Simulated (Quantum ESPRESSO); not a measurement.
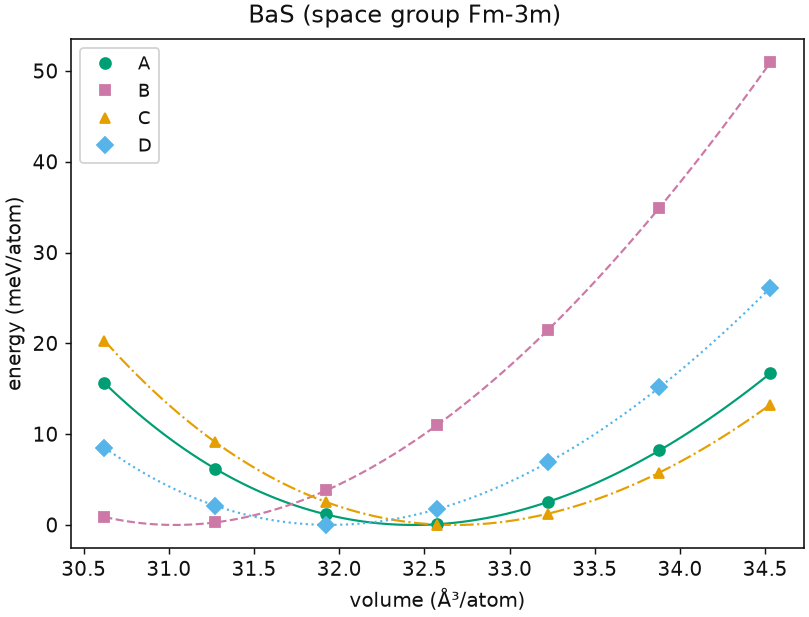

Plotted: energy against volume, with one curve for each functional, for BaS (space group Fm-3m). The labels are replaced by letters. In alphabetical order the cases are: LDA; PBE + D3(BJ); PBEsol; rev-vdW-DF2.

Calculation (Quantum ESPRESSO 7.5): plane-wave DFT, no spin polarisation; energies at scaled volumes of the given cell, shape and fractions fixed, counted from the fit's minimum, third-order Birch-Murnaghan fit. All runs: no spin polarisation.

| setting | value |
| --- | --- |
| k mesh | 7×7×7 |
| occupations | Fermi–Dirac |
| smearing width | 0.05 eV |

### Which letter stands for which functional?

A: PBE + D3(BJ); B: LDA; C: rev-vdW-DF2; D: PBEsol.

Caveats: potentials made for another functional (rev-vdW-DF2); this release of the barium file is off.
